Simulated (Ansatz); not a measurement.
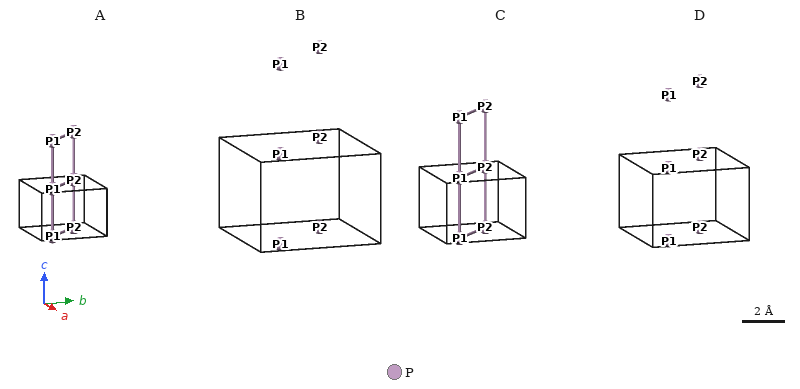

4 geometries from one relaxation of a crystal of P (set up in P4/mmm), in shuffled order. The picture is a ball-and-stick view of the cell of the calculation, repeated 1 × 1 × 2 with one cell outlined, seen slightly off an axis.

The start is a measured structure.

Level of theory: DFT, PAW plane waves, PBE (Ansatz 0.2.0). Settings: plane-wave cutoff 420 eV; k-point mesh 6 × 6 × 8; occupations fermi dirac; smearing width 0.1 eV; no spin polarisation; cell and atoms relaxed; at most 80 steps.

Q: Order the frames from highest to lowest energy.

A: B, D, C, A. They are steps 0, 4, 7, 14, at +3996 meV per atom, +2473 meV per atom, +689 meV per atom relative to the last. The atoms keep their places relative to the cell (all moves are under 0.005 Å). The volume changes by −84.3 %, with a = b 6.088 → 3.308 Å (−45.7 %), c 4.411 → 2.340 Å (−46.9 %). Among the contacts that change: P1–P1 4.411 → 2.340 Å, P1–P2 4.305 → 2.339 Å. New bonds form: P1–P2 (4.30 → 2.34 Å). The space group (tolerance 0.01 Å) goes from P4/mmm (No. 123) to Pm-3m (No. 221). Over 13 accepted moves (14 points after the start) the energy falls by 3996 meV per atom. With the target pressure of 20 GPa, the enthalpy E + pV changes by −12601 meV per atom. All forces vanish by symmetry, so only the cell relaxes. Pressure: −3.25 GPa at the start and 20.01 GPa at the end. The SCF was repeated once at an unchanged geometry on a basis and grid sized afresh for the cell, which shifted the energy by 0.6 meV per atom at most. Cost: 42 s on 2 threads of Intel(R) Xeon(R) CPU @ 2.80GHz (Skylake/Cascade Lake) (shared host), peak memory 0.51 GiB.
